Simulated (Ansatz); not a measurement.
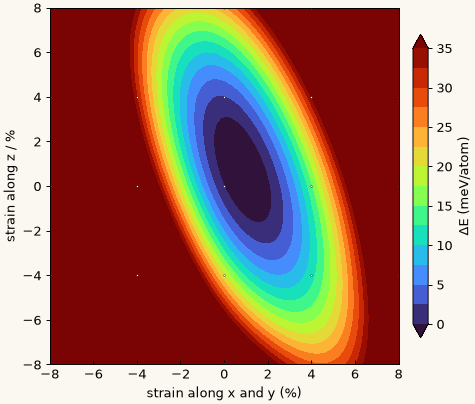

Sn (Fd-3m, No. 227; 2 atoms in the cell). 
- The cell is strained homogeneously, by one strain along x and y and another along z, with fractional coordinates fixed (x, y and z along the cube axes).
- The first coordinate is: strain along x and y; the second: strain along z.
- The scan uses a 5 × 5 grid.
- Points are written as (first, second).
- All energies are given in meV/atom relative to the lowest grid point.
- The reference cell is the one listed in the database, not relaxed at this level.
- Method: Ansatz 0.2.0, DFT PBEsol, scalar-relativistic, plane waves, PAW. Settings: cutoff 420 eV, k-mesh 12×12×12, gaussian smearing 0.15 eV, no spin polarisation.

The picture shows filled contours, dots at the grid points, one colour for all values above the top of the scale. Between grid points the surface is interpolated.

Question: Estimate the clamped-ion elastic constants that this map fixes.

Answer: With the cell volume of 68.4 Å³, the curvatures of the interpolated surface at its minimum give C₁₁ + C₂₂ + 2C₁₂ ≈ 187 GPa, C₃₃ ≈ 62 GPa and C₁₃ + C₂₃ ≈ 64 GPa (clamped ions, Cartesian axes of the cell). A stretch of 1 % along z with free sides (kept equal in x and y) would change the in-plane lengths by about −0.34 %.
